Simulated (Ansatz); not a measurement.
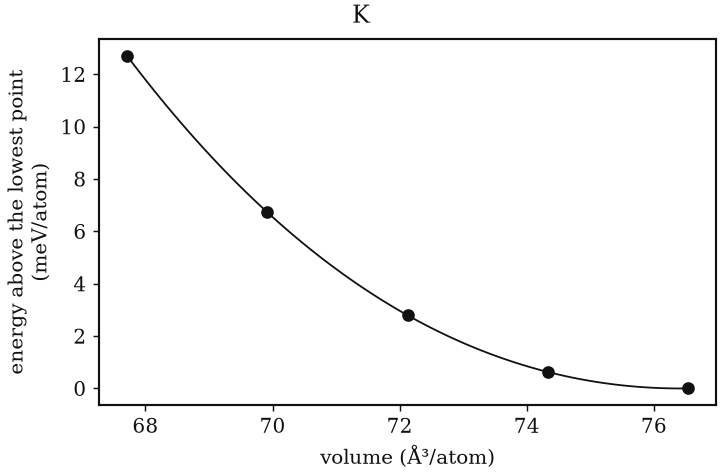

The picture above shows the energy above the lowest point against volume for K, space group Im-3m (No. 229) (one of a set of cubic test structures, which need not be the stable phase).

Calculation (Ansatz 0.2.0 development build): equation of state of a cubic crystal from periodic Kohn-Sham density functional theory without spin, third-order Birch-Murnaghan fit to the free energies; pressure corrected for the finite basis. Level: HSE06.

- structure type: bcc
- atoms in cell: 1
- space group number: 229
- lattice centring: body-centred primitive
- k mesh: 6×6×6
- occupation method: Fermi–Dirac
- occupation width: 0.1 eV
- wave cutoff: 420 eV
- datasets: soft-1 PAW
- density tolerance: 0 eV
- bands: 9
- density cutoff ratio: 4
- search for lower states: default
- exchange singularity: regularized

From this curve and the settings, what does the calculation give for the pressure at the same points?

The pressure falls from 0.52 GPa at volume 67.71 Å³/atom to −0.01 GPa at 76.54 Å³/atom, and changes sign near 76.3 Å³/atom.

```tsv
volume (Å³/atom)	pressure (GPa)
67.71	0.52
69.92	0.36
72.13	0.22
74.33	0.10
76.54	-0.01
```

Keep in mind: modest k-mesh, values are not fully converged in k.
